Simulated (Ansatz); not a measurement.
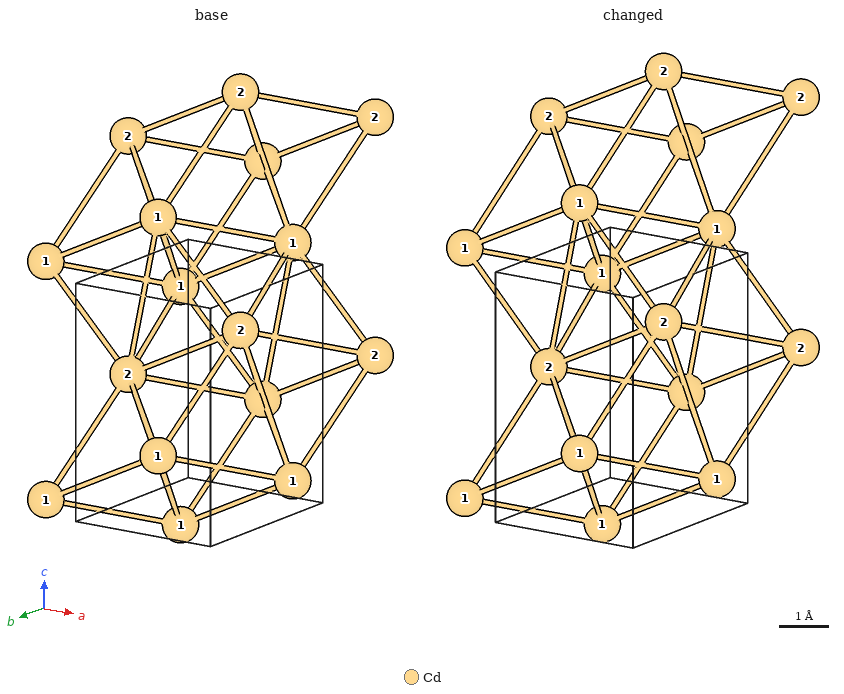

Left: a symmetric starting cell of Cd. Right: the same structure after one change, at the same scale. Style: ball-and-stick. Shown: the cell of the calculation, repeated 2 × 2 × 2 with one cell outlined, from a free direction.

Level of theory: Ansatz, DFT PBE, scalar-relativistic, plane waves, PAW. Set-up: plane-wave cutoff 420 eV; k-point mesh 18 × 18 × 8; occupations gaussian; smearing width 0.1 eV; no spin polarisation.

Q: Which change leads from the left to the right?

A: The cell is strained by +5.1 % along c and +2.1 % across it (volume +9.6 %), the atoms keeping their fractional coordinates. No relaxation follows. The starting cell wasn't computed here and needn't be at equilibrium, so pressure and forces aren't due to the change alone.

Q: How do the computed properties respond?

A: Among the bonded contacts that change: Cd–Cd 3.294 → 3.435 Å, Cd–Cd 2.979 → 3.042 Å. The space group stays P6_3/mmc (No. 194). The pressure is −1.2 GPa (not all of it need come from the change, since the unchanged cell can be under pressure at this level too). The principal stresses (compression positive) are −1.0 GPa along c and −1.3 GPa across it. All forces vanish by symmetry.
